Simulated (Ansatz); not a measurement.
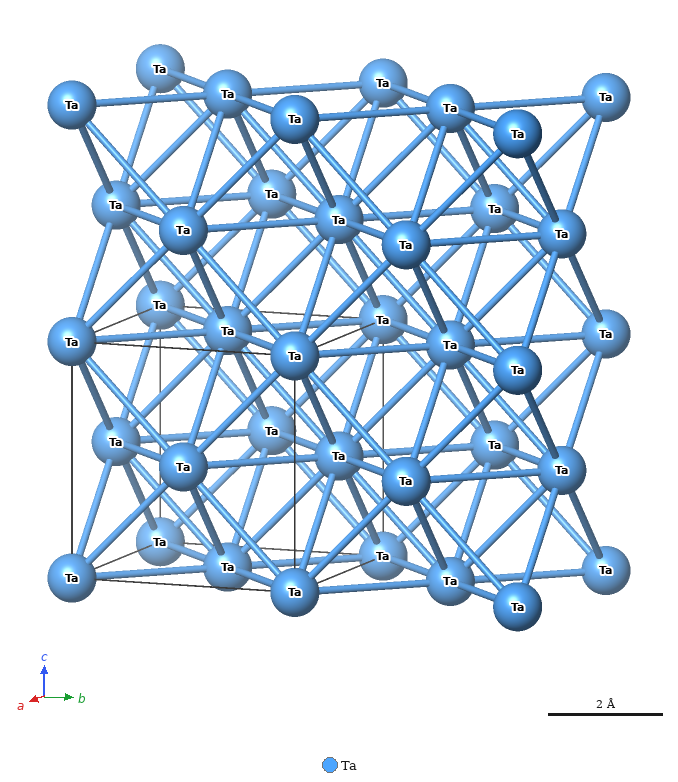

Figure 1. The structure as given in the input (ball-and-stick view of the cell 4 times as large as that of the calculation, set on its symmetry axes, repeated 1 × 2 × 2, seen slightly off an axis). An atom can appear more than once, as a periodic image. Near neighbours in the periodic cell (some may lie outside the picture): Ta has 12 Ta at 2.98 Å.

Single-point calculation, with input and output: Ta

The run: single-point calculation of Ta (1 atom in the cell). Method and program: DFT PBEsol, scalar-relativistic, plane waves, PAW, no spin polarisation (Ansatz 0.2.0).

The structure derives from an entry of the Crystallography Open Database.

What the program printed:
```
Engine: ansatz 0.2.0, aarch64-unknown-linux-gnu
Pseudopotentials: kind: paw
Pseudopotential: Ta, paw, valence charge 13, recommended cutoff 420 eV (normal), Ta.paw.azcp
Functional definition: PBEsol
  exchange = pbesol_x
  correlation = pbesol_c
Crystal: 1 atoms, lattice volume = 18.788 Å³
Basis set: ecut = 420 eV, 339 PW (Γ), exchange–correlation on 40×40×40 points (8 copies of the dense FFT grid, shifted against one another)
Bands: 11, of which v1, the nominal top of the filled ones, is band 7 counted from 1 (6 counted from 0)
Symmetry: 48 space group operations
Space group: Fm-3m (ITA 225), of the structure as read, at distance tolerance 2.7e-5 Å
k-points: 256 of 8000
Non-local potential: Ta, projectors of the file, l = 0: 3, l = 1: 2, l = 2: 2, l = 3: 1
PAW form: soft (Blöchl's): semilocal exchange-correlation on the pseudo side does not see the compensation charge
PAW frozen core: Ta, regenerated for the run's functional, and the local potential with it (the file was generated under x = pbe(κ = 0.804, μ = 0.2195149727645171), c = pbe(β = 0.06672455060314922))
PAW one-centre angular grid: Ta, 590 points (default); XC on 64 Gauss nodes
Initial density: superposition of atomic densities (neutral atoms: chi_scale 0, normalization atom), corrected by the library's trained network
Initial wavefunctions: pseudopotential atomic-orbital guess
Functional: x = pbesol(κ = 0.804, μ = 0.12345679012345678), c = pbesol(β = 0.046)
SCF iter   1: F=—  HF=-9806.229607 eV  |F-HF|=—  |Δ(HF+E_count)|=         —  Δρ=2.65e-3  dr2=5.24e-4  ethr=1.77e-3  ⟨swp⟩=5.1  Hψ=15607  notcnv=0
preconditioner: auto → none  [metal: Δε(μ)=0.001 eV  Ē_g=7.826 eV  σ=0.150 eV  W_gap=0.00  n_scr=0 (ndim 8)  ℏωp=19.2 eV  f_vac=0.000  D(μ)=1.19/eV (n_scr^D=14)]
SCF iter   2: F=—  HF=-9806.229476 eV  |F-HF|=—  |Δ(HF+E_count)|=   1.31e-4  Δρ=1.36e-3  dr2=1.01e-4  ethr=4.03e-6  ⟨swp⟩=2.2  Hψ=6196  notcnv=0
SCF iter   3: F=—  HF=-9806.229533 eV  |F-HF|=—  |Δ(HF+E_count)|=   5.77e-5  Δρ=1.85e-4  dr2=1.74e-6  ethr=7.80e-7  ⟨swp⟩=1.1  Hψ=2834  notcnv=0
SCF iter   4: F=—  HF=-9806.229534 eV  |F-HF|=—  |Δ(HF+E_count)|=   8.31e-7  Δρ=3.95e-5  dr2=7.88e-8  ethr=1.34e-8  ⟨swp⟩=2.5  Hψ=4158  notcnv=0
iter 5 did not close the SCF: its close was put off for the readings that it lacked (scf_convergence_deferred on its scf_iter line)
SCF iter   5: F=-9806.229534 eV  HF=-9806.229534 eV  |F-HF|=8.09e-10  |Δ(HF+E_count)|=   1.15e-8  Δρ=4.52e-6  dr2=1.81e-9  ethr=6.06e-10  ⟨swp⟩=2.1  Hψ=4306  notcnv=0
SCF iter   6: F=-9806.229534 eV  HF=-9806.229534 eV  |F-HF|=8.37e-11  |Δ(HF+E_count)|=  6.02e-10  Δρ=1.46e-6  dr2=1.63e-10  ethr=1.39e-11  ⟨swp⟩=5.5  Hψ=12755  notcnv=0
SCF 1 converged in 6 iterations: F = -9806.229534 eV  dr2 = 1.63e-10
  greatest PAW one-centre occupation: 1.000 electrons in one spin orbital (limit 2), on the Ta atom at site 0 (counted from 0), in its partial waves of l = 0
SCF converged after 6 iterations
Free energy (F): -9806.229534 eV
Harris-Foulkes:  -9806.229534 eV  (|F-HF|=8.37e-11)
Internal energy: -9806.216147 eV  (E = F + TS)
E sigma→0 (E₀):  -9806.222840 eV
Entropy (-TS):   -0.013388 eV (-13.388 meV/atom)
Fermi energy:    17.959885 eV
--- Per-component energies (eV) ---
  E_band       = -117.001419
  E_kinetic    = 364.619715
  E_local      = -573.917571  (includes V_loc(G=0)·N_el)
  E_nonlocal   = 16.827319
  E_hartree    = 196.564239
  E_xc         = -216.377890
  E_vxc        = -203.009099  (∫ρ·V_xc dr)
  E_paw        = -8272.173529  (= ΣΔE_a)
  E_vpaw       = -114.650329  (= ΣTr[D̂ρ^β])
  E_aug_tail   = 0.000158  (compensation charges beyond the density's cutoff)
  E_ewald      = -1321.972233
  E_core_change = 0.213646  (= ΣΔE_core)
  E_smearing   = -0.013388  (= −TS)
  E_closure    = 0.000000  (closes the sum)
  Σ components = -9806.229534   (vs F -9806.229534, Δ=0.00e0)
--- Forces (eV/Å), atoms counted from 1 ---
  atom   1  Ta    -0.00000000    -0.00000000    -0.00000000
  max |Σ_I F_I| component: 4.72e-32 eV/Å
--- Stress (GPa, compression-positive) ---
       -5.921945       0.000000       0.000000
       -0.000000      -5.921945       0.000000
       -0.000000       0.000000      -5.921945
  P = ⅓ Tr σ = -5.9219 GPa (-59.219 kbar)
--- Band table (eV; the first three rows and the last of 256) ---
  k-point 0: bands = ["-49.5786", "-15.5772", "-15.5772", "-15.5772", "9.8442", "18.3991", "18.3991", "18.3991", "21.3868", "21.3868", "30.1461"]
  k-point 1: bands = ["-49.5764", "-15.6040", "-15.5806", "-15.5806", "9.9446", "18.3108", "18.4478", "18.4478", "21.3382", "21.3382", "30.3561"]
  k-point 2: bands = ["-49.5702", "-15.6811", "-15.5904", "-15.5904", "10.2382", "18.0750", "18.5788", "18.5788", "21.2206", "21.2206", "30.9318"]
  k-point 255: bands = ["-49.4608", "-16.2466", "-16.2466", "-15.9607", "15.2012", "16.8079", "16.8079", "19.9150", "24.4472", "27.6838", "28.2151"]
```

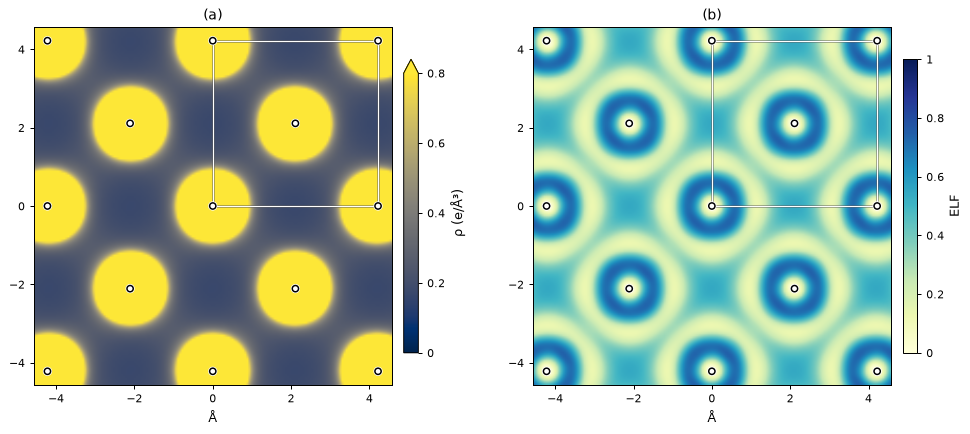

Figure 2. (a) valence electron density; (b) electron localisation function on the (010) plane of the conventional cell. Circles mark the nuclei in the plane (Ta). Atoms in the plane: Ta. Ta–Ta (2.98 Å): ρ at the midpoint is about 0.27 e/Å³; the ELF is about 0.30 at the midpoint (no shared electron pair). Away from the nuclei the density in this plane falls to 0.17 e/Å³ at its lowest.5. The strong features right at Ta lie inside the PAW spheres (semicore, d or f shells) and say nothing about bonding. In a PAW calculation such maps are meaningful between the atoms, not at the nuclei.

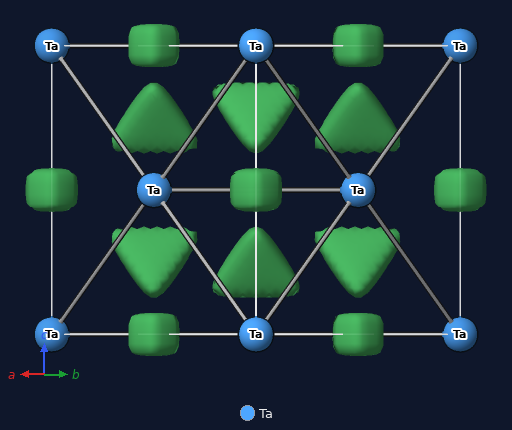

Figure 3. Isosurface of the ELF at 0.5 (green), seen along [110]. Core shells and regions of very low density are left out. Sticks mark near contacts. The outline is the cell set on symmetry axes. Profiles from the grid: Ta–Ta (2.98 Å): the ELF is about 0.30 at the midpoint; no localised pair between them.

This output came from the following input.

Input file:
```yaml
crystal:
  lattice:
    - [0.0, 2.11, 2.11]
    - [2.11, 0.0, 2.11]
    - [2.11, 2.11, 0.0]
  atoms:
    - { symbol: Ta, position: [0.0, 0.0, 0.0] }
basis:
  ecutwfc: 420
kpoints:
  mp_grid: { grid: [20, 20, 20] }
hamiltonian:
  xc: pbesol
scf:
  occupations: { method: gaussian, width: 0.15 }
output:
  forces: true
  stress: true
  eigenvalues: true
  write_density: true
  write_potential: true
  elf: true
  volumetric_format: npy
```

Command:
```bash
ansatz run input.yaml --threads 1 --pin off --max-ram 2560MiB --backend cpu --events-out ev --progress --plain --runs-dir out
```

Results in brief:

```json
{"quantity": "outcome", "value": "converged"}
{"quantity": "space group (tolerance 0.01 Å)", "value": "Fm-3m (225)"}
{"quantity": "electrons treated", "value": "13"}
{"quantity": "free energy", "value": "−9806.2295 eV"}
{"quantity": "Fermi energy", "value": "17.960 eV"}
{"quantity": "gap on the k-point mesh", "value": "none (metallic)"}
{"quantity": "pressure", "value": "−5.92 GPa"}
{"quantity": "largest force (length of the vector)", "value": "under 0.001 eV/Å"}
{"quantity": "hardware", "value": "1 thread of Arm Neoverse V1, 24 GiB of memory available, shared host"}
{"quantity": "wall time", "value": "4.2 s"}
{"quantity": "peak memory", "value": "0.32 GiB"}
```

Remarks:

Spin–orbit coupling is left out, which matters for Ta. The cell is under a tension of 5.9 GPa at this level, so it is not at its equilibrium volume.
